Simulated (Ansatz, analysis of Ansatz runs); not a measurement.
# V_K centre (self-trapped hole) in LiF: local vibrational mode against experiment, part 2 of 2

How near does this set-up come to the measured local vibrational mode? Subject: V_K centre (self-trapped hole) in LiF. Set-up: PBE, 64-site cell, measured lattice, 420 eV, k: the single point 1/4 1/4 1/4. The model is a cell of 64 host atoms. The frequencies come from force constants among the defect atom and its neighbours, with the masses of the isotopes named. The measured lattice removes the functional's error in the volume.

Ansatz 0.2.0; PBE, 64-site cell, measured lattice, 420 eV, k: the single point 1/4 1/4 1/4.

So far: Set-up; Relaxation, charge +1.

### Step 2. Relaxation, charge +1 (continued)

Level of this step: plane-wave PAW DFT, PBE; relaxation of all atoms of a defect supercell (Ansatz).

The steps of the relaxation:

```tsv
step	energy less that of the first step (eV)	largest force component (eV/Å)
1	0.0000	2.9919
2	-0.8169	1.7889
3	-1.4833	0.8177
4	-1.6844	0.0125
5	-1.6845	0.0117
6	-1.6846	0.0018
```

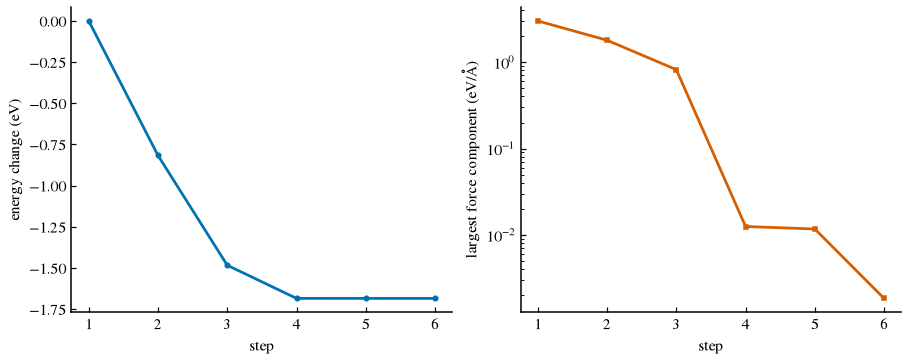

Energy and largest force along the relaxation.

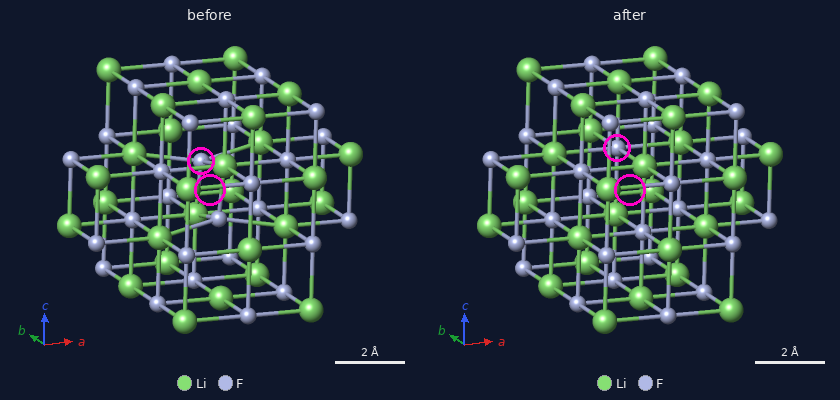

Before and after: the atoms that start within 5 Å of the centre. F31, which moves most, is ringed if it is among them. A ring with no atom in it marks the empty centre.

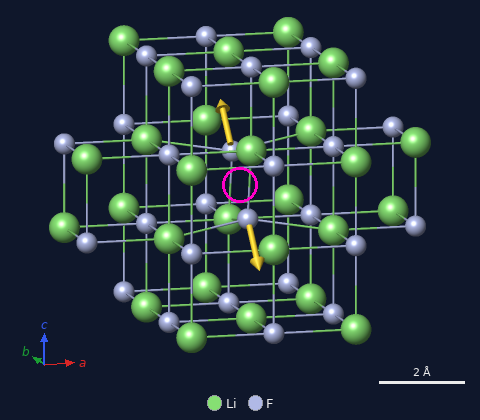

Displacements in the relaxation from the typed sites near the centre, exaggerated, the mean shift taken out; the longest in the cell stands for 0.45 Å. A ring marks the centre wherever it is empty.

The atoms that moved most (Å, from the sites as typed, ahead of the random displacement, the mean shift of all atoms taken out):

```tsv
atom	dx	dy	dz	length
F31	0.000	0.318	0.318	0.449
F8	0.000	-0.318	-0.318	0.449
```

The atoms nearest to the centre after the run:

```tsv
atom	distance (Å)
F8	1.422
Li19	1.423
Li12	1.425
F31	1.426
Li34	2.466
F53	2.466
Li2	2.466
F21	2.466
F46	2.467
F14	2.468
Li25	2.468
Li57	2.468
```

Among the bonds that opened: F31–F8 1.95 to 2.85 Å.

Numbers from this step:

```
free energy                           : -32518.3193 eV
smearing term TS                      : 0.01431 eV
total moment                          : 1 μB
integral of the absolute spin density : 1.059 μB
spin contamination                    : 1.87e-4
```

### Step 3. Local vibrational modes

A local mode lives on the defect and the atoms next to it, so only the sites listed in the input are displaced, which costs far fewer SCF runs than the whole cell would.

This step: plane-wave PAW DFT, PBE; finite-displacement force constants among the atoms nearest to a defect, the others at rest.

Contents of modes/input.yaml:

```yaml
crystal:
  lattice:
    - [8.056, 0.0, 0.0]
    - [0.0, 8.056, 0.0]
    - [0.0, 0.0, 8.056]
  atoms:
    - { symbol: Li, position: [-2.015e-06, 5.8881e-05, 0.000301249] }
    - { symbol: Li, position: [-7.7213e-05, 0.250048638, 0.250304594] }
[... 5 atom lines left out ...]
    - { symbol: F, position: [0.249964472, 0.250073567, 0.250300229] }
[... 3 atom lines left out ...]
    - { symbol: Li, position: [0.249966067, 0.250056657, 0.500280985] }
[... 1 atom line left out ...]
    - { symbol: F, position: [-2.41e-05, 0.250058621, 0.500294247] }
[... 4 atom lines left out ...]
    - { symbol: Li, position: [0.249970733, 0.500060965, 0.250301198] }
[... 1 atom line left out ...]
    - { symbol: F, position: [-1.863e-05, 0.500065677, 0.250285422] }
[... 3 atom lines left out ...]
    - { symbol: Li, position: [-5.3735e-05, 0.500047884, 0.5002829] }
[... 5 atom lines left out ...]
    - { symbol: F, position: [0.249989531, 0.500056854, 0.500281676] }
[... 2 atom lines left out ...]
    - { symbol: Li, position: [0.50000791, 0.250052856, 0.25030711] }
[... 11 atom lines left out ...]
    - { symbol: F, position: [0.499973721, 0.250059715, 0.500297286] }
[... 6 atom lines left out ...]
    - { symbol: F, position: [0.499970698, 0.500070048, 0.25028906] }
[... 3 atom lines left out ...]
    - { symbol: Li, position: [0.500031599, 0.500057944, 0.500318358] }
[... 6 atom lines left out ...]
    - { symbol: F, position: [0.749983822, 0.750064898, 0.750285249] }
total_charge: 1
basis:
  ecutwfc: 420
  xc_grid: 2
hamiltonian:
  xc: pbe
kpoints:
  mp_grid: { grid: [1, 1, 1], shift: [0.25, 0.25, 0.25] }
magnetization:
  spin_polarized: true
  initial_magnetization: 1
  spin_locking: { lock_magnetization: hard }
scf:
  occupations: { method: fermi_dirac, width: 0.01 }
  max_iter: 120
output: {}
checkpoint:
  read: "../relax.run"
phonons:
  supercell: [1, 1, 1]
  displaced_sites: [7, 18, 30]
```

Run with:

```
$ ansatz run input.yaml --threads 2 --pin off --max-ram 3768MiB --backend cpu --events-out ev --progress --plain --runs-dir out
```

Numbers of over 12 decimals in the logs are rounded to 6 here.

Log:

```text
[...]
Crystal: 64 atoms, lattice volume = 522.827 Å³
Basis set: ecut = 420 eV, 10251 PW (Γ), exchange–correlation on 108×108×108 points (8 copies of the dense FFT grid, shifted against one another)
Bands: 224, of which v1, the nominal top of the filled ones, is band 160 counted from 1 (159 counted from 0)
Symmetry: 1 space group operations
k-points: 1
[...]
Stability of the state it starts from, as read at its close in the collinear treatment: not read negative (Ritz values of 1 − χ₀K, real part plus size of imaginary part, from 1.0 to 1.3, by its mixing steps under no symmetry); [...]
Starting moments: Σ|m| = 1 μB on 64 of 64 sites; this step starts from the density that it was given
[...]
iter 1 solved again at ethr=9.40e-12 eV; its pass at ethr=3.10e-3 eV (dr2=3.00e-8 eV) is discarded
[...]
symmetry images taken by strict's conditions (phonons.symmetry_images: auto; settled by no image being taken that strict refuses)
  force constants formed among 3 of 64 sites (F 7, Li 18, F 30); the other 61 at rest. The modes move the named sites alone.
  the frequencies, the zero-point energy and the sums are of the block with the acoustic sum rule laid on its rows. Row sums over every site: 1.3e-2 eV/Å² at the most
  transpose residual: 4.4e-4 eV/Å²
  largest component of a force at the reference: 9.1e-4 eV/Å on a named site, 1.8e-3 eV/Å on a site at rest
  frequencies among the named sites at Γ of the cell (cm⁻¹): 238.30 265.83 267.42 267.62 270.00 297.88 345.03 360.35 361.54
  unstable modes among the named sites: 0
  frequencies as built, with no sum rule (cm⁻¹): 238.58 266.07 267.65 267.90 270.26 298.10 345.72 361.01 362.20
  zero-point energy: 0.165765 eV/cell   skipped modes (ω ≤ 0): 0
  not written: the harmonic force-constant file, the file of eigenvectors (these modes' are written with the force constants), the density of states and the dispersion, which are of every site
[key lines of the parts left out:]
SCF converged after 8 iterations
Magnetization: 1.0000 μB (160.0000 up, 159.0000 down)
Free energy (F): -32518.319311 eV
Fermi energy:    0.916463 (↑ 5.699190, ↓ 0.916463) eV
```

Elapsed: 13 min, on 2 threads of Intel Xeon Platinum 8488C (Sapphire Rapids), shared host; peak memory 1.5 GiB.

Numbers from this step:

```
free energy                           : -32518.3193 eV
smearing term TS                      : 0.01431 eV
total moment                          : 1.000 μB
integral of the absolute spin density : 1.059 μB
spin contamination                    : 1.87e-4
```

The modes with the largest weight on the probed atoms (the light atom of a pair), for the masses of each isotope. Modes of the displaced atoms (local only where they lie over the host's phonons):

```tsv
isotopes	mode (cm⁻¹)	share of the defect atoms
n	297.9	0.997
n	270	0.963
n	267.6	0.941
n	267.4	0.998
n	265.8	0.993
n	238.3	0.969
```

### Step 4. Outcome

This set-up is not sound: the two halogen atoms part to 2.85 Å, so no dimer forms at this level and there is no stretch to set beside the measurement.

[Logs are printed without paths, hosts, clocks, repeated set-up lines and the standing remarks that a program may print on its own settings, such as how far it seeks lower states.]

[Hosts, paths, dates, database ids (printed as entryN), source tags and the programs' standing remarks are cut or masked in the printed files.]

[For some hosts the program warned that the k-mesh of the response run may be too coarse for force constants and the static dielectric constant; such warnings are not shown here.]
